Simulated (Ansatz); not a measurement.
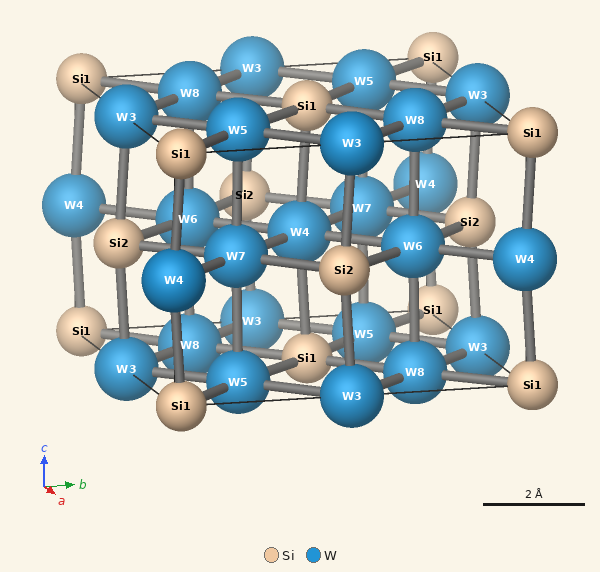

The structure as given in the input (ball-and-stick view of the cell 2 times as large as that of the calculation, set on its symmetry axes, seen slightly off an axis; atoms are numbered from 1 in the order of the input). An atom can appear more than once, as a periodic image.

**W₃Si: a changed input and its effect**

System: W₃Si (8 atoms in the cell).
Method of the first run: DFT PBEsol, scalar-relativistic, plane waves, PAW, no spin polarisation (Ansatz 0.2.0).

The structure derives from a Materials Project entry. Text and figures count atoms from 1; the logs count them from 0 in places.

Input file, the first run:
```yaml
crystal:
  lattice:
    - [0.0, -5.1543905733, 0.0]
    - [-5.1543905733, 0.0, 0.0]
    - [0.0, 0.0, -5.1543905733]
  atoms:
    - { symbol: Si, position: [-0.0178340931, -0.0178340931, 0.0] }
    - { symbol: Si, position: [0.5178340931, 0.5178340931, 0.5] }
    - { symbol: W, position: [0.4963645153, 0.4963645153, 0.0] }
    - { symbol: W, position: [1.0036354847, 1.0036354847, 0.5] }
    - { symbol: W, position: [0.4901822646, 0.0036354847, 0.0] }
    - { symbol: W, position: [0.0098177354, 0.4963645153, 0.5] }
    - { symbol: W, position: [0.4963645153, 0.0098177354, 0.5] }
    - { symbol: W, position: [0.0036354847, 0.4901822646, 0.0] }
basis:
  ecutwfc: 420
kpoints:
  mp_grid: { grid: [10, 10, 10] }
hamiltonian:
  xc: pbesol
scf:
  occupations: { method: gaussian, width: 0.15 }
output:
  forces: true
  stress: true
  eigenvalues: true
```

Command:
```bash
ansatz run input.yaml --threads 2 --pin off --max-ram 5120MiB --backend cpu --events-out ev --progress --plain --runs-dir out
```

Hardware: 2 threads of Intel Xeon @ 2.50GHz (Skylake/Cascade Lake), 189 GiB of memory available, shared host.

Output, shortened to warnings, some set-up lines, iterations and results (the first run):
```
Basis set: ecut = 420 eV, 2721 PW (Γ), exchange–correlation on 72×72×72 points (8 copies of the dense FFT grid, shifted against one another)
Symmetry: 8 space group operations
k-points: 186 of 1000
Initial density: superposition of atomic densities (neutral atoms: chi_scale 0, normalization atom), corrected by the library's trained network
[...]
SCF iter   1: F=—  HF=-62771.669817 eV  |F-HF|=—  |Δ(HF+E_count)|=         —  Δρ=5.80e-3  dr2=2.90e-2  ethr=1.77e-3  ⟨swp⟩=5.4  Hψ=39705  notcnv=0
SCF iter   2: F=—  HF=-62771.664353 eV  |F-HF|=—  |Δ(HF+E_count)|=   5.46e-3  Δρ=3.22e-3  dr2=9.13e-3  ethr=3.16e-5  ⟨swp⟩=1.3  Hψ=14154  notcnv=0  defer=2
SCF iter   3: F=—  HF=-62771.662538 eV  |F-HF|=—  |Δ(HF+E_count)|=   1.81e-3  Δρ=2.55e-4  dr2=9.72e-5  ethr=9.92e-6  ⟨swp⟩=2.0  Hψ=14077  notcnv=0  defer=2
SCF iter   4: F=—  HF=-62771.662466 eV  |F-HF|=—  |Δ(HF+E_count)|=   7.23e-5  Δρ=5.91e-5  dr2=6.24e-6  ethr=1.06e-7  ⟨swp⟩=2.4  Hψ=17949  notcnv=0  defer=2
SCF iter   5: F=—  HF=-62771.662465 eV  |F-HF|=—  |Δ(HF+E_count)|=   1.17e-6  Δρ=1.44e-5  dr2=4.25e-7  ethr=6.78e-9  ⟨swp⟩=2.0  Hψ=13996  notcnv=0  defer=2
SCF iter   6: F=-62771.662464 eV  HF=-62771.662464 eV  |F-HF|=9.19e-9  |Δ(HF+E_count)|=   8.88e-8  Δρ=3.44e-6  dr2=2.08e-8  ethr=1.09e-10  ⟨swp⟩=8.9  Hψ=40065  notcnv=0
SCF 1 converged in 6 iterations: F = -62771.662464 eV  dr2 = 2.08e-8
SCF converged after 6 iterations
Free energy (F): -62771.662464 eV
Harris-Foulkes:  -62771.662464 eV  (|F-HF|=9.19e-9)
Internal energy: -62771.570215 eV  (E = F + TS)
E sigma→0 (E₀):  -62771.616340 eV
Entropy (-TS):   -0.092250 eV (-11.531 meV/atom)
Fermi energy:    17.228641 eV
--- Per-component energies (eV) ---
  E_band       = -817.545681
  E_kinetic    = 2780.958284
  E_local      = -5253.968770  (includes V_loc(G=0)·N_el)
  E_nonlocal   = 86.545886
  E_hartree    = 1928.968666
  E_xc         = -1694.951735
  E_vxc        = -1518.390423  (∫ρ·V_xc dr)
  E_paw        = -51617.352540  (= ΣΔE_a)
  E_vpaw       = -770.631866  (= ΣTr[D̂ρ^β])
  E_aug_tail   = -0.000369  (compensation charges beyond the density's cutoff)
  E_ewald      = -9003.163511
  E_core_change = 1.393874  (= ΣΔE_core)
  E_smearing   = -0.092250  (= −TS)
  E_closure    = 0.000000  (closes the sum)
  Σ components = -62771.662464   (vs F -62771.662464, Δ=0.00e0)
--- Forces (eV/Å), atoms counted from 1 ---
  atom   1  Si     0.21508829     0.21508829     0.00000000
  atom   2  Si    -0.21508829    -0.21508829     0.00000000
  atom   3  W      0.27755708     0.27755708     0.00000000
  atom   4  W     -0.27755708    -0.27755708     0.00000000
  atom   5  W     -0.26491563     0.92087432     0.00000000
  atom   6  W      0.26491563    -0.92087432     0.00000000
  atom   7  W     -0.92087432     0.26491563     0.00000000
  atom   8  W      0.92087432    -0.26491563     0.00000000
  max |Σ_I F_I| component: 5.55e-17 eV/Å
--- Stress (GPa, compression-positive) ---
        0.461897      -0.343015       0.000000
       -0.343015       0.461897       0.000000
        0.000000       0.000000      -0.407880
  P = ⅓ Tr σ = 0.1720 GPa (1.720 kbar)
```

The input of the second run differs as follows (lines with − go, lines with + come):
```diff
-    - { symbol: Si, position: [-0.0178340931, -0.0178340931, 0.0] }
-    - { symbol: Si, position: [0.5178340931, 0.5178340931, 0.5] }
-    - { symbol: W, position: [0.4963645153, 0.4963645153, 0.0] }
-    - { symbol: W, position: [1.0036354847, 1.0036354847, 0.5] }
-    - { symbol: W, position: [0.4901822646, 0.0036354847, 0.0] }
-    - { symbol: W, position: [0.0098177354, 0.4963645153, 0.5] }
-    - { symbol: W, position: [0.4963645153, 0.0098177354, 0.5] }
-    - { symbol: W, position: [0.0036354847, 0.4901822646, 0.0] }
+    - { symbol: Si, position: [-0.0356681863, -0.0356681863, 0.0] }
+    - { symbol: Si, position: [0.5356681863, 0.5356681863, 0.5] }
+    - { symbol: W, position: [0.4927290306, 0.4927290306, 0.0] }
+    - { symbol: W, position: [1.0072709694, 1.0072709694, 0.5] }
+    - { symbol: W, position: [0.4803645292, 0.0072709694, 0.0] }
+    - { symbol: W, position: [0.0196354708, 0.4927290306, 0.5] }
+    - { symbol: W, position: [0.4927290306, 0.0196354708, 0.5] }
+    - { symbol: W, position: [0.0072709694, 0.4803645292, 0.0] }
```

How does the second run compare with the first run?

With the same functional and potentials, the second run lies 50.8 meV per atom lower. The largest force goes from 0.958 to 1.758 eV/Å. The number of SCF iterations is the same.

Output, shortened to warnings, some set-up lines, iterations and results (the second run):
```
Basis set: ecut = 420 eV, 2721 PW (Γ), exchange–correlation on 72×72×72 points (8 copies of the dense FFT grid, shifted against one another)
Symmetry: 8 space group operations
k-points: 186 of 1000
Initial density: superposition of atomic densities (neutral atoms: chi_scale 0, normalization atom), corrected by the library's trained network
[...]
SCF iter   1: F=—  HF=-62772.079429 eV  |F-HF|=—  |Δ(HF+E_count)|=         —  Δρ=6.29e-3  dr2=3.90e-2  ethr=1.77e-3  ⟨swp⟩=5.5  Hψ=39845  notcnv=0
SCF iter   2: F=—  HF=-62772.071944 eV  |F-HF|=—  |Δ(HF+E_count)|=   7.48e-3  Δρ=3.55e-3  dr2=1.30e-2  ethr=4.23e-5  ⟨swp⟩=1.0  Hψ=12147  notcnv=0
SCF iter   3: F=—  HF=-62772.068808 eV  |F-HF|=—  |Δ(HF+E_count)|=   3.14e-3  Δρ=3.32e-4  dr2=1.93e-4  ethr=1.41e-5  ⟨swp⟩=2.0  Hψ=14157  notcnv=0
SCF iter   4: F=—  HF=-62772.068775 eV  |F-HF|=—  |Δ(HF+E_count)|=   3.31e-5  Δρ=6.57e-5  dr2=8.75e-6  ethr=2.09e-7  ⟨swp⟩=2.0  Hψ=14496  notcnv=0
SCF iter   5: F=—  HF=-62772.068693 eV  |F-HF|=—  |Δ(HF+E_count)|=   8.17e-5  Δρ=2.02e-5  dr2=8.29e-7  ethr=9.51e-9  ⟨swp⟩=2.5  Hψ=18187  notcnv=0
SCF iter   6: F=-62772.068693 eV  HF=-62772.068693 eV  |F-HF|=2.36e-8  |Δ(HF+E_count)|=   1.68e-7  Δρ=4.80e-6  dr2=4.52e-8  ethr=1.09e-10  ⟨swp⟩=9.6  Hψ=41525  notcnv=0
SCF 1 converged in 6 iterations: F = -62772.068693 eV  dr2 = 4.52e-8
SCF converged after 6 iterations
Free energy (F): -62772.068693 eV
Harris-Foulkes:  -62772.068693 eV  (|F-HF|=2.36e-8)
Internal energy: -62771.982901 eV  (E = F + TS)
E sigma→0 (E₀):  -62772.025797 eV
Entropy (-TS):   -0.085792 eV (-10.724 meV/atom)
Fermi energy:    17.235036 eV
--- Per-component energies (eV) ---
  E_band       = -817.301109
  E_kinetic    = 2781.363217
  E_local      = -5275.669953  (includes V_loc(G=0)·N_el)
  E_nonlocal   = 86.426595
  E_hartree    = 1939.976321
  E_xc         = -1695.144436
  E_vxc        = -1518.635575  (∫ρ·V_xc dr)
  E_paw        = -51617.432612  (= ΣΔE_a)
  E_vpaw       = -770.745598  (= ΣTr[D̂ρ^β])
  E_aug_tail   = -0.000371  (compensation charges beyond the density's cutoff)
  E_ewald      = -8992.895535
  E_core_change = 1.393874  (= ΣΔE_core)
  E_smearing   = -0.085792  (= −TS)
  E_closure    = 0.000000  (closes the sum)
  Σ components = -62772.068693   (vs F -62772.068693, Δ=0.00e0)
--- Forces (eV/Å), atoms counted from 1 ---
  atom   1  Si     0.25657023     0.25657023     0.00000000
  atom   2  Si    -0.25657023    -0.25657023     0.00000000
  atom   3  W      0.29425545     0.29425545     0.00000000
  atom   4  W     -0.29425545    -0.29425545     0.00000000
  atom   5  W     -0.20239121     1.74632784     0.00000000
  atom   6  W      0.20239121    -1.74632784     0.00000000
  atom   7  W     -1.74632784     0.20239121     0.00000000
  atom   8  W      1.74632784    -0.20239121     0.00000000
  max |Σ_I F_I| component: 2.22e-16 eV/Å
--- Stress (GPa, compression-positive) ---
        1.219084      -1.375459       0.000000
       -1.375459       1.219084       0.000000
        0.000000       0.000000      -1.916155
  P = ⅓ Tr σ = 0.1740 GPa (1.740 kbar)
```

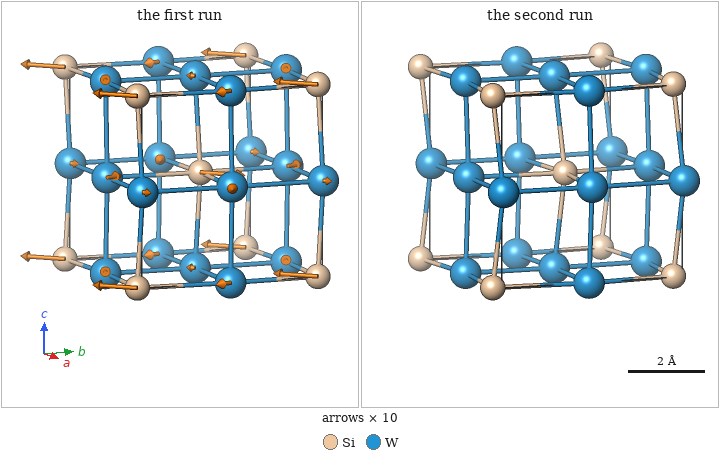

The two input geometries at one scale (ball-and-stick view of the cell of the calculation, seen slightly off an axis). The orange arrows on the first give the shifts of the atoms relative to the cell, with their mean removed, magnified 10 times. The largest moves, 0.13 Å, are those of Si atoms. Largest moves by element: Si 0.13 Å, W 0.05 Å. (The mean shift of all atoms is removed.) The cell doesn't change. Among the contacts that change: Si–W 2.621 → 2.669 Å, W–W 2.615 → 2.653 Å, W–W 2.540 → 2.503 Å, Si–W 2.538 → 2.504 Å.

The two runs side by side:

| quantity | the first run | the second run |
| --- | --- | --- |
| outcome | converged | converged |
| free energy per atom (eV) | −7846.4578 | −7846.5086 |
| energy per atom, smearing taken to zero (eV) | −7846.4520 | −7846.5032 |
| gap on the mesh (eV) | 0.00 | 0.00 |
| pressure (GPa) | 0.17 | 0.17 |
| largest force (eV/Å) | 0.958 | 1.758 |
| SCF iterations | 6 | 6 |
| irreducible k-points | 186 | 186 |
| plane waves at Γ | 2721 | 2721 |
| wall time (shared host) | 71 s | 70 s |

For both runs: Spin–orbit coupling is left out, which matters for W.
